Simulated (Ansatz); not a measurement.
O32Ca32H: several calculations on one system

## 1. Relaxation

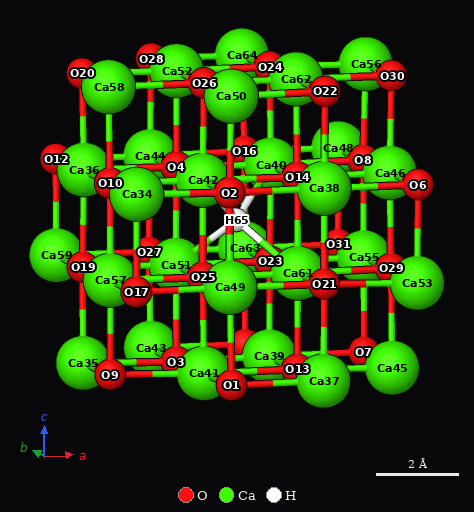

Starting structure of a defect cell of composition O32Ca32H (cell charge +1). The picture is a ball-and-stick view of the atoms within 5.8 Å of the atom that moves most (axes of the cell of the calculation (origin shifted)), seen slightly off an axis.

The atoms of the start lie slightly off their symmetric places, so part of the fall in energy undoes that.

All numbers below come from DFT, PBEsol, PAW, plane waves (Ansatz 0.2.0).

Set-up: plane-wave cutoff 420 eV; k-point mesh 1 × 1 × 1; mesh shifted by (0.25, 0.25, 0.25); no spin polarisation; atoms relaxed in a fixed cell; force threshold 0.03 eV/Å; at most 80 steps.

```xyz
65
Lattice="9.5352 0.0000 0.0000 0.0000 9.5352 0.0000 0.0000 0.0000 9.5352" Properties=species:S:1:pos:R:3 pbc="T T T"
O     2.4265    0.0110    9.5267
O     2.3735    0.0198    4.7478
O     2.3785    4.7632    9.5097
O     2.3736    4.7579    4.7862
O     7.1570    0.0091    0.0056
O     7.1606    9.5224    4.7766
O     7.1483    4.7673    0.0446
O     7.1254    4.7488    4.7817
O     0.0307    2.4271    0.0387
O     0.0125    2.4012    4.7627
O     0.0087    7.1966    0.0139
O     9.5267    7.1598    4.7628
O     4.7704    2.3851    0.0017
O     4.7668    2.3599    4.7442
O     4.8048    7.1582    0.0187
O     4.7842    7.1336    4.7875
O     0.0067    0.0364    2.3768
O     9.5281    9.5214    7.1710
O     0.0028    4.7986    2.3885
O     9.5153    4.7758    7.1735
O     4.7688    9.5121    2.4101
O     4.7931    9.5255    7.1580
O     4.7579    4.7754    2.3686
O     4.7451    4.7382    7.1710
O     2.3599    2.3486    2.3619
O     2.3867    2.3497    7.1535
O     2.3484    7.1280    2.3876
O     2.4064    7.1125    7.1563
O     7.1655    2.4138    2.4000
O     7.1647    2.3738    7.1617
O     7.1664    7.1428    2.4029
O     7.1173    7.1506    7.1272
Ca    9.5325    9.5167    0.0011
Ca    0.0034    9.5299    4.7906
Ca    0.0002    4.7542    0.0346
Ca    0.0320    4.7742    4.7948
Ca    4.7510    9.5134    0.0223
Ca    4.7803    0.0212    4.7636
Ca    4.7405    4.7640    0.0253
Ca    4.7865    4.7867    4.7485
Ca    2.3941    2.3818    9.5238
Ca    2.3647    2.3821    4.7541
Ca    2.4017    7.1181    0.0241
Ca    2.3999    7.1718    4.7418
Ca    7.1879    2.3972    9.4896
Ca    7.1203    2.3743    4.7686
Ca    7.1793    7.1397    9.5307
Ca    7.1693    7.1352    4.7728
Ca    2.3808    0.0167    2.4092
Ca    2.4118    9.5317    7.1242
Ca    2.3754    4.7903    2.3641
Ca    2.3853    4.7739    7.1471
Ca    7.1381    9.5297    2.3504
Ca    7.1494    0.0136    7.1729
Ca    7.1460    4.7776    2.3802
Ca    7.1831    4.7421    7.1479
Ca    0.0103    2.3571    2.3739
Ca    9.5094    2.3953    7.1395
Ca    0.0074    7.1544    2.3861
Ca    0.0038    7.1550    7.1466
Ca    4.7844    2.3696    2.3729
Ca    4.7458    2.4116    7.1582
Ca    4.8021    7.1701    2.3846
Ca    4.7312    7.1765    7.1438
H     3.5664    3.5753    3.5794
```

> Where does the relaxation end?

H65 moves most: 1.02 Å along [1 −1 1]. By element the largest moves are H 1.02 Å, Ca 0.18 Å, O 0.10 Å. The lattice vectors keep their values. Among the contacts that change: O14–H65 2.068 → 0.980 Å, Ca51–H65 2.091 → 3.063 Å, Ca40–Ca61 3.389 → 3.698 Å, Ca42–Ca61 3.395 → 3.692 Å. New bonds form, among them: O14–H65 (2.07 → 0.98 Å). Bonds break, among them: Ca51–H65 (2.09 → 3.06 Å). Among the angles between lasting bonds that change: Ca42–O25–Ca61 89.6° → 100.9°, Ca40–O4–Ca42 90.9° → 100.9°, Ca40–H65–Ca61 108.5° → 117.3°. The energy falls by 3.027 eV per cell of the calculation in 14 geometry steps. The largest force component goes from 1.1 to 0.025 eV/Å.

History of the run:

```json
{"step": "0", "E − E(0), meV/atom": "0.00", "largest force component, eV/Å": "1.1393"}
{"step": "1", "E − E(0), meV/atom": "-11.72", "largest force component, eV/Å": "0.7449"}
{"step": "2", "E − E(0), meV/atom": "-16.22", "largest force component, eV/Å": "0.2427"}
{"step": "3", "E − E(0), meV/atom": "-17.12", "largest force component, eV/Å": "0.1272"}
{"step": "4", "E − E(0), meV/atom": "-17.72", "largest force component, eV/Å": "0.1841"}
{"step": "5", "E − E(0), meV/atom": "-19.88", "largest force component, eV/Å": "0.6966"}
{"step": "6", "E − E(0), meV/atom": "-23.06", "largest force component, eV/Å": "0.9812"}
{"step": "7", "E − E(0), meV/atom": "-27.79", "largest force component, eV/Å": "1.1234"}
{"step": "8", "E − E(0), meV/atom": "-36.62", "largest force component, eV/Å": "0.9544"}
{"step": "9", "E − E(0), meV/atom": "-38.52", "largest force component, eV/Å": "3.8861"}
{"step": "10", "E − E(0), meV/atom": "-44.51", "largest force component, eV/Å": "1.1154"}
{"step": "11", "E − E(0), meV/atom": "-45.85", "largest force component, eV/Å": "0.2785"}
{"step": "12", "E − E(0), meV/atom": "-45.88", "largest force component, eV/Å": "0.4794"}
{"step": "13", "E − E(0), meV/atom": "-46.57", "largest force component, eV/Å": "0.0245"}
{"step": "14", "E − E(0), meV/atom": "-46.57", "largest force component, eV/Å": "0.0245"}
```

After the run, drawn alike:

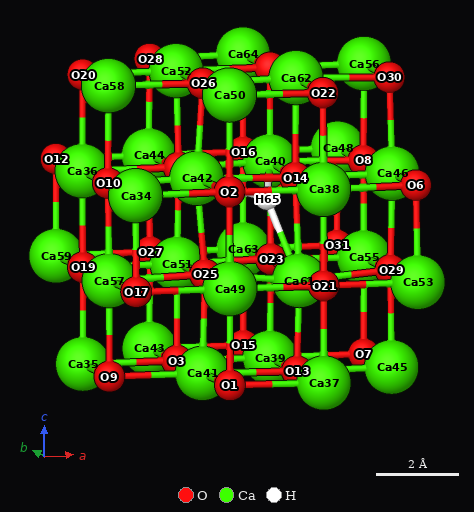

Limits of the set-up: the cell is charged, on a uniform background, and energies carry no finite-size correction.

## 2. Relaxation

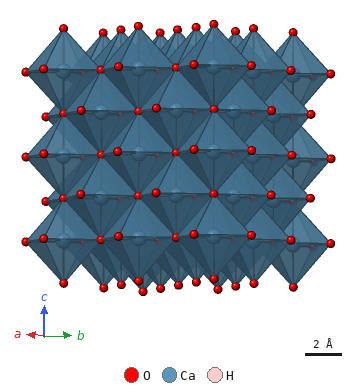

This is the input geometry for a relaxation of a defect cell of composition O$_{32}$Ca$_{32}$H (cell charge +1). A polyhedral model of the cell of the calculation, seen from a free direction.

Computed with Ansatz 0.2.0, DFT, HSE06, PAW, plane waves.

Set-up: plane-wave cutoff 420 eV; k-point mesh 1 × 1 × 1; mesh shifted by (0.25, 0.25, 0.25); no spin polarisation; atoms relaxed in a fixed cell; force threshold 0.03 eV/Å; at most 80 steps.

```
O Ca H
1.0
     9.53520    0.00000    0.00000
     0.00000    9.53520    0.00000
     0.00000    0.00000    9.53520
O Ca H
32 32 1
Cartesian
  2.3821 0.0097 9.5320
  2.3674 0.0108 4.7671
  2.3903 4.7635 0.0031
  2.4267 4.7270 4.7700
  7.1401 0.0127 9.5213
  7.1180 0.0357 4.7539
  7.1427 4.7712 9.5330
  7.1426 4.7863 4.7679
  9.5319 2.3901 9.5316
  9.4934 2.3888 4.7647
  9.5320 7.1557 9.5330
  9.5318 7.1573 4.7632
  4.7641 2.3890 9.4902
  4.7307 2.4231 4.7297
  4.7628 7.1568 9.5319
  4.7639 7.1985 4.7643
  9.5324 0.0096 2.3814
  9.5210 0.0127 7.1410
  0.0019 4.7627 2.3907
  9.5322 4.7721 7.1441
  4.7672 0.0104 2.3665
  4.7536 0.0369 7.1166
  4.7687 4.7234 2.4299
  4.7671 4.7865 7.1430
  2.4273 2.3835 2.4270
  2.3676 2.3864 7.1430
  2.3902 7.1508 2.3898
  2.3820 7.1571 7.1441
  7.1431 2.3854 2.3668
  7.1182 2.3995 7.1179
  7.1428 7.1559 2.3822
  7.1400 7.1675 7.1408
  9.5289 9.5319 9.5290
  9.5077 9.5190 4.7610
  0.0018 4.7818 0.0027
  9.5257 4.7941 4.7645
  4.7609 9.5183 9.5058
  4.7463 9.4952 4.7456
  4.7639 4.7942 9.5245
  4.8097 4.9571 4.8111
  2.3591 2.3894 9.5245
  2.2019 2.3442 4.8094
  2.3709 7.1510 0.0025
  2.3589 7.1640 4.7642
  7.1706 2.3921 9.5065
  7.1957 2.4076 4.7462
  7.1562 7.1594 9.5293
  7.1704 7.1825 4.7618
  2.3764 0.0020 2.3763
  2.3655 9.5339 7.1548
  2.3953 4.7568 2.3968
  2.3764 4.7771 7.1512
  7.1557 9.5331 2.3659
  7.1406 0.0140 7.1396
  7.1502 4.7756 2.3781
  7.1557 4.7877 7.1557
  9.5254 2.3892 2.3597
  9.5081 2.3926 7.1696
  0.0017 7.1510 2.3718
  9.5287 7.1599 7.1570
  4.8100 2.3421 2.1965
  4.7465 2.4078 7.1939
  4.7638 7.1643 2.3593
  4.7610 7.1828 7.1702
  4.1721 2.9921 4.1597
```

### Predict the outcome.

Over 3 geometry steps the energy falls by 10.9 meV per cell of the calculation. Largest force component: 0.55 eV/Å at the start, 0.0028 eV/Å at the end. H65 moves most: 0.031 Å along [1 −2 2]. By element the largest moves are H 0.031 Å, O 0.009 Å, Ca 0.006 Å. The lattice vectors keep their values. Some distances before and after: O14–H65 0.980 → 0.959 Å, Ca38–Ca42 3.487 → 3.496 Å, O14–Ca42 2.531 → 2.540 Å, O23–Ca39 2.442 → 2.436 Å. The run took 18 s on 1 × NVIDIA GB200 with 8 threads of Arm Neoverse-V2, peak memory 3 GiB.

Limits of the set-up: the cell is charged, on a uniform background, and energies carry no finite-size correction.

## 3. Defect

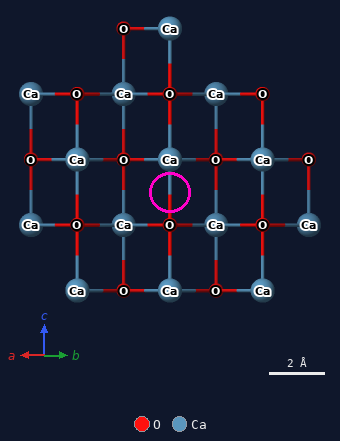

Perfect CaO. A ball-and-stick model of the atoms within 6.0 Å of one point, in a slice 4.2 Å thick across the line of sight, seen along [110].

The calculation used DFT, PBEsol, PAW, plane waves in Ansatz 0.2.0. Settings: plane-wave cutoff 420 eV; k-point mesh 1 × 1 × 1; mesh shifted by (0.25, 0.25, 0.25); no spin polarisation. Fermi-Dirac smearing of 0.01 eV. A uniform background neutralises the charged cell. The axes drawn are those of the host's conventional cell.

An extra hydrogen atom is put between the host's atoms (an interstitial) at the ringed place, in charge state +1. The supercell has 64 sites, and the atoms are relaxed at the host's cell.

### How do the neighbours respond?

The H atom starts with 4 Ca at 2.06 to 2.07 Å, 4 O at 2.06 to 2.07 Å around its place and ends with 1 O at 0.98 Å. Of the host's atoms, a calcium atom moves furthest from its site, by 0.20 Å. The H atom itself moves 1.03 Å from where it was put.

The relaxed defect, seen from the same direction:

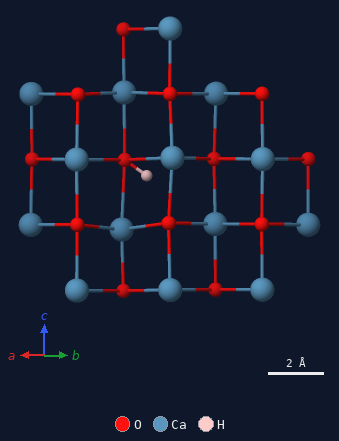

Limits of the set-up: the cell is charged, on a uniform background, and energies carry no finite-size correction.

## 4. Defect

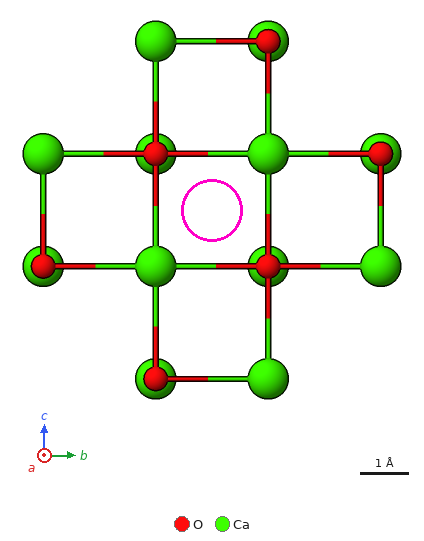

Perfect CaO. A ball-and-stick model of the atoms within 4.6 Å of one point, in a slice 5.0 Å thick across the line of sight, seen along the a axis.

Method: DFT, HSE06, PAW, plane waves in Ansatz 0.2.0. Set-up: plane-wave cutoff 420 eV; k-point mesh 1 × 1 × 1; mesh shifted by (0.25, 0.25, 0.25); collinear spin. Fermi-Dirac smearing of 0.01 eV. The axes drawn are those of the host's conventional cell.

An extra hydrogen atom is put between the host's atoms (an interstitial) at the ringed place, in charge state 0. The supercell has 64 sites, and the atoms are relaxed at the host's cell.

How do the neighbours respond?

The H atom starts with 4 Ca at 2.06 to 2.07 Å, 4 O at 2.06 to 2.07 Å around its place and ends with 4 Ca at 2.10 Å, 4 O at 2.13 Å. Of the host's atoms, an oxygen atom moves furthest from its site, by 0.07 Å. The cell's net moment is 1.00 μB.

The relaxed defect, seen from the same direction:

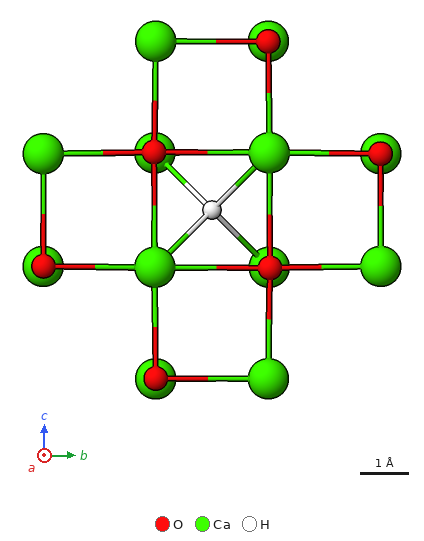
